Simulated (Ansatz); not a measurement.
## Electronic structure of C in real space

Input file:

```
crystal:
  lattice:
    - [1.2393930501, 0.7101018464, 3.5023938227]
    - [-1.2336087893, 0.6947139232, 3.5034754962]
    - [-0.010434202, -1.4220833592, 3.5064133123]
  atoms:
    - { symbol: C, position: [0.1975326815, 0.037957407, 0.2325958283] }
    - { symbol: C, position: [0.8024673185, 0.962042593, 0.7674041717] }
basis:
  ecutwfc: 500
kpoints:
  mp_grid: { grid: [12, 12, 12] }
hamiltonian:
  xc: r2scan
scf:
  occupations: { method: gaussian, width: 0.05 }
output:
  forces: true
  stress: true
  eigenvalues: true
  write_density: true
  write_potential: true
  elf: true
  volumetric_format: npy
relax:
  adjacent_minimum: "off"
  f_tol: 0.01
  max_steps: 80
```

Run with:

```sh
ansatz run input.yaml --threads 2 --pin off --max-ram 5120MiB --backend cpu --events-out ev --progress --plain --runs-dir out
```

Below, planes, directions and counts refer to the standardised cell (a = 4.30 Å, b = 2.44 Å, c = 3.78 Å, α = 89.86°, β = 112.12°, γ = 90.04°).

The fields are those of the run's last geometry, not of the input's.

Space group P-1; changed on purpose from its base cell (all atoms moved at random, sigma 0.4 A a component, cell strained at random, sigma 0.01; relaxed back); computed pressure about −2 GPa in this cell.

These are results of DFT r2SCAN, scalar-relativistic, plane waves, PAW (Ansatz), not measurements.

In a PAW calculation such maps are meaningful between the atoms, not at the nuclei.

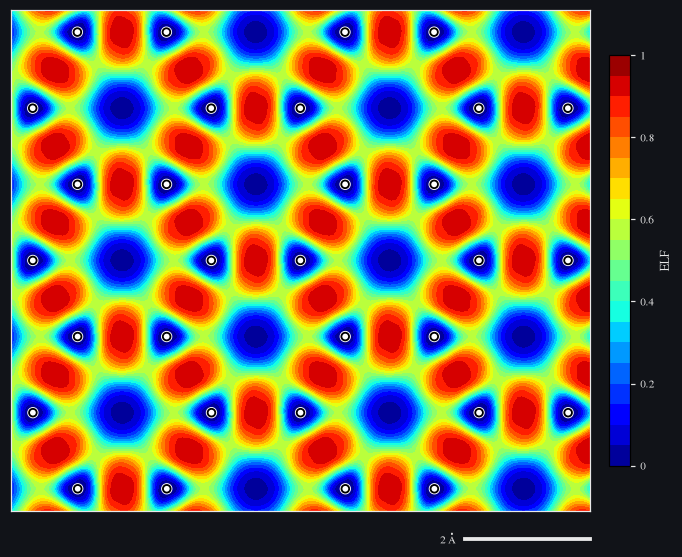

Figure 1. Electron localisation function on the (001) plane of the standardised cell. Circles mark the nuclei in the plane (C).

### Interpret the plot.

- Atoms in the plane: C.
- C–C (1.42 Å): the ELF peaks at about 0.95 between the atoms (a covalent bond).

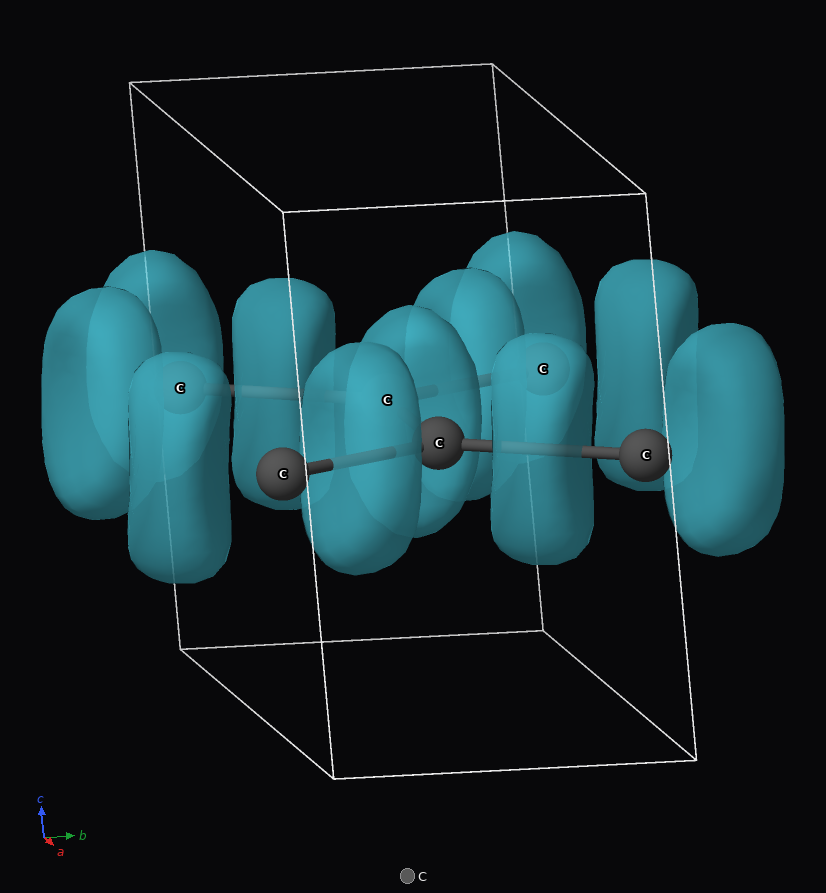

Figure 2. Isosurface of the ELF at 0.75 (cyan), seen slightly off an axis. Core shells and regions of very low density are left out. Sticks mark near contacts.

### What do the ELF domains correspond to?

At this value the surface marks out six regions between bonded C–C atoms (shared pairs), counted in one cell of 4 atoms. Regions shared between cells count once.

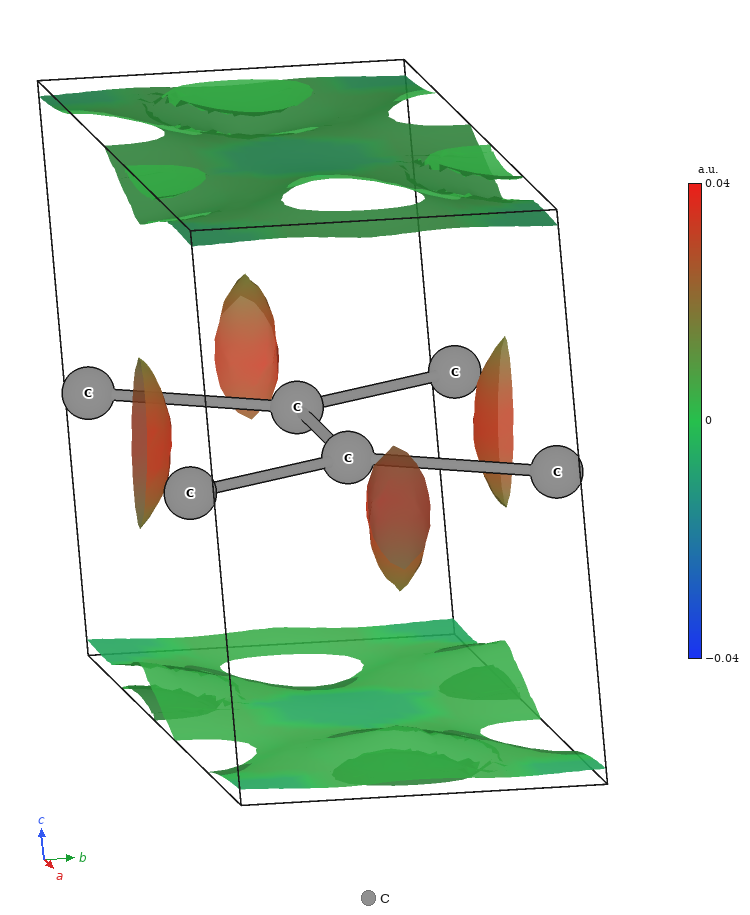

Figure 3. Non-covalent interaction (NCI) plot: the surface where the reduced density gradient is 0.5, for densities under 0.05 a.u., coloured by sign(λ₂)ρ; seen slightly off an axis.

### Identify the weak interactions.

- Sheets between layers or molecules: a weak contact (green)
- Inside the ring or cage of C: steric crowding (red) (×2)

### Does the calculation make it a metal, or give it a gap?

It is gapped, with a Kohn–Sham gap of 0.38 eV on the k-point mesh (the band edges may lie off the mesh, which would make the gap smaller).
